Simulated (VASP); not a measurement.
```
CELL_PARAMETERS angstrom
2.82136 0.00000 0.00000
0.00000 2.82136 0.00000
0.00000 0.00000 2.82136
ATOMIC_POSITIONS crystal
Co 0.00000 0.00000 0.00000
Al 0.50000 0.50000 0.50000
```

Space group Pm-3m; a generated structure, not necessarily the stable one.

The calculation used Kohn-Sham DFT of a periodic cell, r2SCAN, VASP PAW PBE potentials, recommended (VASP).

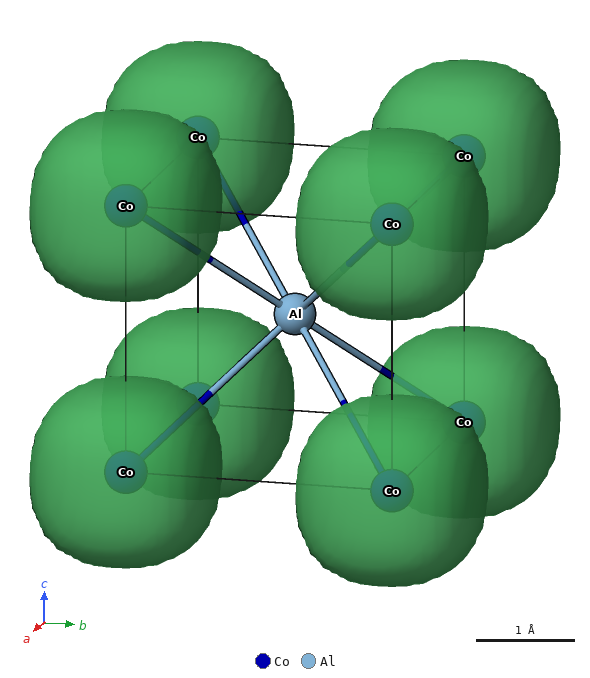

AlCo. Isosurface of the valence charge density (pseudo) at 0.4 e/Å³ (green), seen slightly off an axis. Sticks mark near contacts.

Which contacts does the surface bridge?

At this value the density breaks into separate islands; it holds about 60 % of the electrons treated as valence. It bridges none of the near contacts. It is pinched off along the shortest Al–Co (2.44 Å) contacts. On the grid the lowest density along these lines, outside the cores, is 0.26 e/Å³ (Al–Co, 2.44 Å).
